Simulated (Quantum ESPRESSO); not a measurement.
System: Ta (space group Im-3m).

Method: plane-wave DFT, no spin polarisation; energies at scaled volumes of the given cell, shape and fractions fixed, counted from the fit's minimum, third-order Birch-Murnaghan fit (Quantum ESPRESSO 7.5). All runs: no spin polarisation.

- k mesh: 11×11×11
- occupations: Fermi–Dirac
- smearing width: 0.05 eV

Settings that differ: LDA: density cutoff 4900 eV, wave cutoff 612 eV, potentials GBRV-1.5-LDA; PBE + D3(BJ): density cutoff 3160 eV, wave cutoff 789 eV, potentials PseudoDojo-0.4.1-SR-PBE-standard.

Describe the result: the energy against volume, with one curve for each functional. The cases: LDA; PBE + D3(BJ).

The fitted equilibrium volumes, smallest first, are LDA 17.215, PBE + D3(BJ) 17.800 Å³/atom. The fitted bulk moduli, smallest first, are PBE + D3(BJ) 208.0, LDA 229.7 GPa.

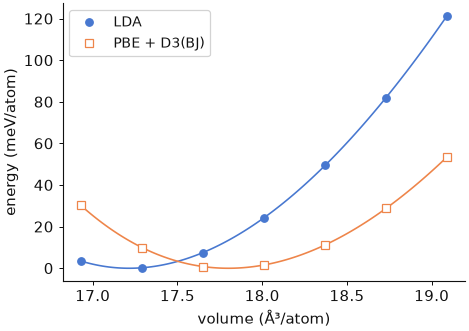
